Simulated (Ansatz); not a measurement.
## Geometry relaxation, with input and output: TiC$_{63}$ (part 4 of 5)

Continued. System: TiC$_{63}$ (defect cell, 64 atoms in the cell). Method: DFT PBE, scalar-relativistic, plane waves, PAW, spin-polarised (Ansatz 0.2.0); cutoff 420 eV, 2×2×2 k-mesh, Gaussian smearing of 0.05 eV, collinear spins. The structure derives from an entry of the Crystallography Open Database.

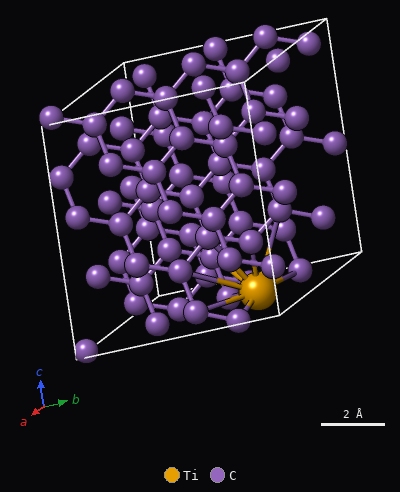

Figure 1. The geometry at step 11 of the log (ball-and-stick view of the cell of the calculation, seen slightly off an axis).

### Trajectory as extended XYZ, continued
```
64
Lattice="0.0000 -4.2540 -6.6960 -4.9120 4.2540 -6.6960 4.9120 4.2540 -6.6960" Properties=species:S:1:pos:R:3:forces:R:3 step=6 energy=-18299.49883
Ti   -3.6632    0.9122   -9.4564    0.4136  -0.2299   6.1123
C    -2.3948    3.1231  -10.0095   -0.3368  -0.1100  -0.1255
C    -1.2374    5.1775   -9.9944    0.1869  -0.1166  -0.0214
C    -0.0393    2.9556  -16.6975   -0.0302   0.2521  -0.1365
C    -2.4520    0.5049   -6.8038    0.0391  -0.0409  -0.0333
C    -1.2268    2.6341   -6.7646   -0.0131  -0.0168   0.0476
C     0.0000    0.5067  -13.4439   -0.0069  -0.0018   0.0486
C     1.2279    2.6326  -13.4603    0.0011  -0.0114   0.0600
C    -1.2151    0.9189   -3.3110   -0.1273  -0.0361  -0.0342
C     0.0015   -1.2142   -9.9943    0.2072  -0.0879  -0.0047
C     1.2277    0.8998  -10.0062   -0.0105   0.2891  -0.0261
C     2.4427    3.0511  -10.0095    0.0076   0.0007  -0.0524
C    -0.0015   -3.7475   -6.7194    0.0808   0.0234   0.0128
C     1.2279   -1.6187   -6.7092   -0.0011  -0.0955   0.0149
C     2.4547    0.5070   -6.7433    0.0175  -0.0274   0.0434
C     3.6827    2.6339   -6.7588    0.0136  -0.0181   0.0592
C    -3.6842    2.6377   -6.7825   -0.0023   0.0872   0.0345
C    -2.4547    0.5064  -13.4173   -0.0805   0.0248   0.0088
C    -1.2294    2.6330  -13.4326   -0.0046  -0.0032   0.0416
C    -0.0045    4.7588  -13.4927   -0.0474  -0.0442  -0.0082
C    -2.4187   -1.3003  -10.0252    0.0839   0.2916  -0.1516
C    -1.1321    0.9276  -10.0317   -0.2491  -0.1802  -0.1534
C     0.0205    3.0524  -10.0171   -0.0271   0.0045  -0.0408
C     1.2305    5.1497  -10.0183    0.0147   0.0624  -0.0468
C    -1.2270   -1.6209   -6.7401    0.0029  -0.0047   0.0436
C     0.0012    0.5071   -6.7484   -0.0159  -0.0272   0.0393
C     1.2279    2.6340   -6.7517   -0.0007  -0.0251   0.0450
C     2.4559    0.5067  -13.4429    0.0068   0.0004   0.0505
C    -0.0509   -1.1387   -3.2724    0.1133   0.0349  -0.1947
C     1.2282    0.9184   -3.2838    0.0112   0.2694  -0.0104
C     2.4510   -1.2150   -9.9807   -0.1799  -0.0817  -0.0116
C     3.5858    0.9243   -9.9679    0.1901  -0.1977  -0.2025
C    -3.6817    3.7765   -9.9723    0.0582  -0.2482  -0.1831
C    -2.4576    5.8790   -9.9852   -0.1461   0.0852  -0.0240
C    -1.2512    3.7383  -16.6648    0.1783   0.1141  -0.1801
C    -0.2660    6.0275  -16.6263    1.6770  -0.9092  -1.6738
C    -2.4549    3.3434   -6.7573    0.0275   0.0592   0.0399
C    -1.2275    1.2151  -13.4279   -0.0238  -0.0361   0.0373
C    -0.0017    3.3400  -13.4628   -0.0095  -0.0856   0.0304
C     1.2276    5.4705  -13.5204   -0.0122   0.0435   0.1088
C    -1.2087   -0.5136  -10.0101   -0.1433   0.0962  -0.1853
C     0.0568    1.6329  -10.0178   -0.0469   0.0036   0.0418
C     1.2321    3.7513  -10.0163   -0.0151  -0.0332  -0.0495
C     2.4794    5.8244  -10.0191   -0.0997   0.0201   0.0385
C     0.0005   -0.9110   -6.7300    0.0032  -0.0114   0.0380
C     1.2280    1.2162   -6.7449    0.0001   0.0214   0.0452
C     2.4553    3.3427   -6.7507   -0.0048  -0.0076   0.0441
C     3.6833    1.2152  -13.4272    0.0211  -0.0370   0.0427
C    -3.6841    1.2158  -13.3945   -0.0019  -0.0299  -0.0628
C    -2.4568    3.3429  -13.4226   -0.0046  -0.0110   0.0366
C    -1.2311    5.4697  -13.4625   -0.0773   0.0483   0.0392
C    -0.0014    7.5973  -13.4495   -0.0317   0.0560   0.0480
C    -2.1927    1.7797  -10.0547   -1.7767  -0.9901  -1.9634
C    -1.1884    3.7966  -10.0061   -0.0220  -0.0377   0.0609
C    -0.0181    5.8266  -10.0069    0.0004   0.0530   0.0597
C     1.2276    3.4470  -16.7290   -0.0774   2.1007  -1.9655
C    -1.2250    1.2159   -6.7749    0.0852   0.0547   0.0240
C     0.0006    3.3427   -6.7535    0.0082  -0.0048   0.0418
C     1.2279    1.2150  -13.4492    0.0008  -0.0300   0.0430
C     2.4574    3.3398  -13.4673    0.0021  -0.1021   0.0254
C     0.0025    1.6251   -3.2945    0.1323   0.0849  -0.0155
C     1.2263   -0.5062   -9.9915    0.0109  -0.1875  -0.0177
C     2.4000    1.6312  -10.0026    0.0418  -0.0029   0.0338
C     3.6543    3.7921  -10.0022   -0.0110  -0.0612   0.0324
64
Lattice="0.0000 -4.2540 -6.6960 -4.9120 4.2540 -6.6960 4.9120 4.2540 -6.6960" Properties=species:S:1:pos:R:3:forces:R:3 step=9 energy=-18302.99217
Ti   -3.5978    0.9090   -8.9047    0.3248  -0.2942   0.2317
C    -2.4132    3.1094  -10.1024   -0.0568  -0.1984   0.0779
C    -1.2137    5.2043  -10.0627   -0.0214  -0.0089  -0.0692
C    -0.0011    3.0364  -16.7804    0.1699   0.0788   0.0442
C    -2.4690    0.4733   -6.6444    0.0065   0.0184  -0.0242
C    -1.2439    2.6041   -6.7159    0.0199   0.0280   0.1007
C    -0.0174    0.4754  -13.4396   -0.0139  -0.0179   0.0947
C     1.2100    2.5993  -13.3953   -0.0091  -0.0524   0.0435
C    -1.2076    0.9485   -3.3659    0.0152   0.0061  -0.0896
C     0.0199   -1.1822  -10.0757    0.0279   0.0049  -0.0152
C     1.2448    0.9425  -10.0843   -0.0024   0.0081  -0.1188
C     2.4664    3.0781  -10.0646   -0.0615   0.0183   0.0162
C    -0.0180   -3.7775   -6.6942    0.0177   0.0036  -0.0171
C     1.2105   -1.6511   -6.7086   -0.0018  -0.0282  -0.0734
C     2.4373    0.4759   -6.7226   -0.0114  -0.0159   0.0175
C     3.6648    2.6036   -6.6991   -0.0242   0.0204   0.0883
C    -3.7024    2.6100   -6.6490    0.0078   0.0238   0.0700
C    -2.4732    0.4767  -13.4031   -0.0119  -0.0022  -0.0281
C    -1.2466    2.6015  -13.4166   -0.0262  -0.0200   0.0093
C    -0.0238    4.7273  -13.3437   -0.0373  -0.0038   0.0177
C    -2.4233   -1.2193  -10.1074   -0.1520   0.1533   0.0412
C    -1.1693    0.9534  -10.1301   -0.2337   0.0267   0.0598
C     0.0256    3.0793  -10.0903    0.0324   0.0055   0.0180
C     1.2454    5.1923  -10.0583   -0.0011  -0.0286  -0.0598
C    -1.2446   -1.6529   -6.7067    0.0300  -0.0216   0.0048
C    -0.0160    0.4760   -6.7230    0.0106  -0.0141   0.0098
C     1.2108    2.6029   -6.7416   -0.0042  -0.0163   0.0881
C     2.4386    0.4753  -13.4262    0.0054  -0.0163   0.0909
C    -0.0066   -1.1454   -3.3446    0.0085  -0.4097   0.0661
C     1.2447    0.9514   -3.3649    0.0306  -0.0248  -0.0112
C     2.4688   -1.1820  -10.0631    0.0327   0.0187  -0.0091
C     3.6595    0.9518  -10.0480    0.1912   0.1235   0.0633
C    -3.6660    3.7983  -10.0568   -0.0441   0.0199  -0.0403
C    -2.4407    5.9115  -10.0623   -0.0191  -0.0019  -0.0254
C    -1.2247    3.7754  -16.7520   -0.0138   0.0701  -0.0170
C    -0.0979    5.9738  -16.6236    0.8543  -0.3440  -0.1857
C    -2.4715    3.3143   -6.6934    0.0293   0.0700   0.0738
C    -1.2449    1.1835  -13.4253   -0.0285  -0.0009  -0.0039
C    -0.0194    3.3067  -13.3873   -0.0399  -0.0456   0.0854
C     1.2086    5.4411  -13.2850   -0.0143   0.0649   0.1611
C    -1.1980   -0.4785  -10.1012   -0.0694   0.0741  -0.0178
C     0.0445    1.6609  -10.1124   -0.1583   0.0040  -0.0808
C     1.2463    3.7828  -10.0599   -0.0040  -0.0278   0.0100
C     2.4822    5.8827  -10.0748   -0.0320   0.1695  -0.1191
C    -0.0172   -0.9423   -6.7143    0.0105  -0.0218   0.0748
C     1.2108    1.1857   -6.7332   -0.0054  -0.0046  -0.0248
C     2.4378    3.3116   -6.7264    0.0006  -0.0006  -0.0584
C     3.6659    1.1832  -13.4064    0.0242   0.0057  -0.0209
C    -3.7016    1.1847  -13.3905   -0.0080   0.0159   0.0090
C    -2.4741    3.3117  -13.4175   -0.0171  -0.0175   0.0779
C    -1.2506    5.4404  -13.3875   -0.0522   0.0004   0.0610
C    -0.0205    7.5681  -13.3755   -0.0390   0.0653   0.0531
C    -2.3284    1.7222  -10.0762   -0.8416  -0.4109  -0.1024
C    -1.1919    3.8051  -10.0902   -0.1498  -0.1533  -0.1256
C     0.0088    5.8839  -10.0670    0.0076   0.2068  -0.1408
C     1.2434    3.6510  -16.7668   -0.0493   1.0742  -0.1270
C    -1.2405    1.1869   -6.6977    0.0573   0.0070   0.0471
C    -0.0163    3.3118   -6.7392   -0.0001  -0.0028  -0.0567
C     1.2106    1.1824  -13.4275    0.0041  -0.0098  -0.0345
C     2.4393    3.3056  -13.3786    0.0291  -0.0639   0.0547
C     0.0182    1.6570   -3.3653    0.0017   0.0139  -0.0090
C     1.2443   -0.4734  -10.0723   -0.0143   0.0099  -0.0056
C     2.4466    1.6602  -10.0771    0.2095  -0.0365  -0.1116
C     3.6850    3.8021  -10.0616    0.1098  -0.0947  -0.1281
64
Lattice="0.0000 -4.2540 -6.6960 -4.9120 4.2540 -6.6960 4.9120 4.2540 -6.6960" Properties=species:S:1:pos:R:3:forces:R:3 step=11 energy=-18303.23428
Ti   -3.3789    0.8393   -8.8718    0.2765   0.0253   0.2666
C    -2.3857    3.1639  -10.1470   -0.0422   0.0484   0.1332
C    -1.1760    5.2672  -10.1244   -0.0126   0.0091   0.0321
C     0.0413    3.1132  -16.8528   -0.0830  -0.0173   0.1176
C    -2.5156    0.4139   -6.5871   -0.0162   0.0225  -0.1406
C    -1.2899    2.5467   -6.6894    0.0155   0.0078   0.0529
C    -0.0643    0.4161  -13.4268    0.0106  -0.0095   0.0529
C     1.1624    2.5389  -13.3696   -0.0119  -0.0181   0.0225
C    -1.1663    1.0058   -3.3996   -0.0422  -0.0109  -0.0512
C     0.0558   -1.1152  -10.1154    0.0752  -0.0428   0.1007
C     1.2918    1.0098  -10.1108   -0.0260   0.0399  -0.0703
C     2.5136    3.1374  -10.0669   -0.0065   0.0028   0.0916
C    -0.0638   -3.8362   -6.6824   -0.0073   0.0008   0.0136
C     1.1639   -1.7107   -6.6980    0.0103  -0.0064  -0.0273
C     2.3908    0.4162   -6.6939   -0.0069   0.0077  -0.0132
C     3.6182    2.5447   -6.6676   -0.0138  -0.0059   0.0198
C    -3.7503    2.5524   -6.6213    0.0194   0.0088   0.0313
C    -2.5204    0.4185  -13.4021    0.0137  -0.0106   0.0071
C    -1.2942    2.5425  -13.4030    0.0074  -0.0134  -0.0147
C    -0.0723    4.6685  -13.3129    0.0087  -0.0052  -0.0035
C    -2.3989   -1.1389  -10.1693    0.0891  -0.0451  -0.0537
C    -1.1509    1.0227  -10.1693    0.0471  -0.0139  -0.0353
C     0.0637    3.1425  -10.1320   -0.0303  -0.0748  -0.0177
C     1.2845    5.2573  -10.1178    0.0345   0.0457  -0.0685
C    -1.2897   -1.7131   -6.6718   -0.0009  -0.0159  -0.0170
C    -0.0609    0.4161   -6.6855   -0.0045   0.0101  -0.0124
C     1.1648    2.5430   -6.7192    0.0037   0.0001   0.0593
C     2.3929    0.4156  -13.4050   -0.0052  -0.0040   0.0647
C     0.0494   -1.1159   -3.2791   -0.0328  -0.0512   0.0535
C     1.2821    1.0131   -3.3905    0.0271  -0.0411  -0.0434
C     2.5096   -1.1149  -10.0918    0.0383  -0.0128  -0.0394
C     3.7358    1.0173   -9.9824    0.0571   0.0795   0.0346
C    -3.6289    3.8583  -10.0565    0.0432  -0.0272   0.0312
C    -2.4031    5.9760  -10.1074    0.0401  -0.0154  -0.0445
C    -1.1817    3.8425  -16.7630    0.0363   0.0111   0.0542
C     0.0075    6.0018  -16.4737    0.0485  -0.0847  -0.0395
C    -2.5186    3.2573   -6.6753    0.0034   0.0200   0.0485
C    -1.2919    1.1246  -13.4179   -0.0034   0.0106  -0.0406
C    -0.0675    3.2483  -13.3637   -0.0116  -0.0068   0.0484
C     1.1589    5.3840  -13.2439   -0.0092  -0.0320  -0.0988
C    -1.1665   -0.4092  -10.1460   -0.1456   0.0776   0.0391
C     0.0771    1.7244  -10.1493    0.1086   0.0529   0.0078
C     1.2887    3.8443  -10.0960    0.0145   0.0145   0.0217
C     2.5196    5.9546  -10.1321   -0.0065  -0.1303   0.0000
C    -0.0628   -1.0018   -6.6818   -0.0064  -0.0104   0.0354
C     1.1648    1.1263   -6.7033    0.0056   0.0024  -0.0503
C     2.3918    3.2521   -6.7064   -0.0097   0.0109  -0.0210
C     3.6203    1.1240  -13.3826   -0.0041  -0.0004  -0.0526
C    -3.7483    1.1261  -13.3888   -0.0135   0.0143   0.0315
C    -2.5211    3.2526  -13.4004   -0.0102  -0.0104   0.0443
C    -1.2978    5.3813  -13.3533   -0.0033  -0.0048   0.0027
C    -0.0682    7.5104  -13.3504    0.0031   0.0187   0.0108
C    -2.3301    1.7742  -10.1372   -0.0418   0.1359  -0.0305
C    -1.1616    3.8608  -10.1458    0.0162   0.0279  -0.1027
C     0.0487    5.9578  -10.1430    0.0147  -0.0222  -0.0692
C     1.2725    3.7600  -16.8667   -0.1857  -0.1415  -0.1028
C    -1.2852    1.1286   -6.6540   -0.0112  -0.0093   0.0061
C    -0.0619    3.2528   -6.7226   -0.0116   0.0029  -0.0573
C     1.1643    1.1225  -13.4088    0.0016   0.0102  -0.0549
C     2.3929    3.2443  -13.3362   -0.0011   0.0163  -0.0066
C     0.0561    1.7220   -3.3984   -0.0352   0.0355   0.0482
C     1.2828   -0.4070  -10.1018   -0.0392   0.0053   0.0522
C     2.5127    1.7198  -10.0655   -0.0884   0.0346  -0.1138
C     3.7414    3.8462  -10.0535   -0.0907   0.0843  -0.1468
64
Lattice="0.0000 -4.2540 -6.6960 -4.9120 4.2540 -6.6960 4.9120 4.2540 -6.6960" Properties=species:S:1:pos:R:3:forces:R:3 step=13 energy=-18303.26058
Ti   -3.3174    0.8557   -8.8627    0.1533   0.0094  -0.0097
C    -2.3829    3.1778  -10.1509   -0.0033   0.0868  -0.0146
C    -1.1730    5.2777  -10.1258   -0.0009  -0.0027  -0.0168
C     0.0403    3.1209  -16.8298   -0.0347   0.0080   0.0126
C    -2.5211    0.4032   -6.6012    0.0128   0.0104  -0.0173
C    -1.2948    2.5372   -6.6861    0.0105   0.0032   0.0116
C    -0.0695    0.4060  -13.4268    0.0028  -0.0056   0.0133
C     1.1566    2.5286  -13.3773   -0.0061  -0.0119   0.0001
C    -1.1632    1.0137   -3.4079   -0.0040  -0.0005  -0.0107
C     0.0571   -1.1036  -10.0937    0.0346  -0.0235  -0.0034
C     1.2978    1.0212  -10.1133   -0.0118   0.0036  -0.0160
C     2.5180    3.1470  -10.0738   -0.0004  -0.0024  -0.0077
C    -0.0694   -3.8465   -6.6752   -0.0055   0.0003   0.0011
C     1.1584   -1.7210   -6.6989    0.0093  -0.0037  -0.0033
C     2.3854    0.4058   -6.6979   -0.0001   0.0051   0.0043
C     3.6129    2.5342   -6.6639   -0.0087  -0.0038   0.0126
C    -3.7554    2.5420   -6.6143    0.0005  -0.0060  -0.0061
C    -2.5257    0.4085  -13.3946    0.0060  -0.0017  -0.0005
C    -1.2996    2.5321  -13.4060    0.0038  -0.0042   0.0020
C    -0.0782    4.6575  -13.3178    0.0163   0.0057  -0.0052
C    -2.3986   -1.1309  -10.1688    0.0124   0.0219   0.0228
C    -1.1474    1.0359  -10.1873    0.0234  -0.0149   0.0164
C     0.0677    3.1527  -10.1487   -0.0211  -0.0339   0.0001
C     1.2879    5.2664  -10.1333    0.0098   0.0206  -0.0075
C    -1.2953   -1.7237   -6.6813    0.0049  -0.0104  -0.0099
C    -0.0661    0.4057   -6.6946    0.0003   0.0045  -0.0001
C     1.1596    2.5329   -6.7185    0.0010  -0.0030   0.0177
C     2.3873    0.4054  -13.4040   -0.0008   0.0000   0.0149
C     0.0545   -1.1105   -3.2685   -0.0294  -0.0259   0.0340
C     1.2848    1.0237   -3.3847    0.0115  -0.0101   0.0067
C     2.5123   -1.1041  -10.0791    0.0192  -0.0017   0.0015
C     3.7462    1.0285   -9.9621    0.0188   0.0590   0.0272
C    -3.6258    3.8690  -10.0482    0.0225  -0.0222  -0.0022
C    -2.3999    5.9865  -10.1034    0.0094  -0.0045  -0.0057
C    -1.1789    3.8527  -16.7373    0.0103   0.0039   0.0077
C     0.0224    6.0073  -16.4443   -0.0194  -0.0408  -0.0076
C    -2.5236    3.2477   -6.6648   -0.0035   0.0083   0.0091
C    -1.2972    1.1145  -13.4198   -0.0062   0.0022  -0.0001
C    -0.0732    3.2379  -13.3673   -0.0117  -0.0051   0.0081
C     1.1530    5.3724  -13.2524   -0.0169  -0.0015  -0.0441
C    -1.1680   -0.3967  -10.1412   -0.0658   0.0372   0.0022
C     0.0837    1.7358  -10.1591    0.0486   0.0239  -0.0179
C     1.2930    3.8540  -10.1099    0.0010   0.0085  -0.0035
C     2.5226    5.9615  -10.1403    0.0053  -0.0563  -0.0165
C    -0.0685   -1.0122   -6.6875   -0.0029  -0.0042   0.0087
C     1.1595    1.1161   -6.7096    0.0020   0.0015  -0.0102
C     2.3864    3.2419   -6.7037   -0.0013   0.0032  -0.0145
C     3.6146    1.1136  -13.3859    0.0003  -0.0019  -0.0071
C    -3.7540    1.1160  -13.3818   -0.0046   0.0068   0.0117
C    -2.5267    3.2422  -13.4013   -0.0098  -0.0070   0.0140
C    -1.3030    5.3706  -13.3543   -0.0068  -0.0029   0.0016
C    -0.0736    7.5003  -13.3418    0.0056   0.0076   0.0056
C    -2.3262    1.7907  -10.1735   -0.0448  -0.0034   0.0856
C    -1.1575    3.8729  -10.1594   -0.0031  -0.0023  -0.0209
C     0.0514    5.9669  -10.1468    0.0077  -0.0073  -0.0190
C     1.2698    3.7672  -16.8421   -0.0467  -0.0800  -0.0056
C    -1.2907    1.1183   -6.6619   -0.0060  -0.0052   0.0070
C    -0.0671    3.2429   -6.7233   -0.0077   0.0008  -0.0131
C     1.1589    1.1126  -13.4147    0.0018   0.0062  -0.0069
C     2.3874    3.2339  -13.3505   -0.0090   0.0130   0.0057
C     0.0578    1.7332   -3.3852   -0.0110   0.0227   0.0030
C     1.2847   -0.3959  -10.0860   -0.0225  -0.0034   0.0077
C     2.5206    1.7301  -10.0696   -0.0162   0.0077  -0.0253
C     3.7460    3.8538  -10.0660   -0.0230   0.0220  -0.0278
```
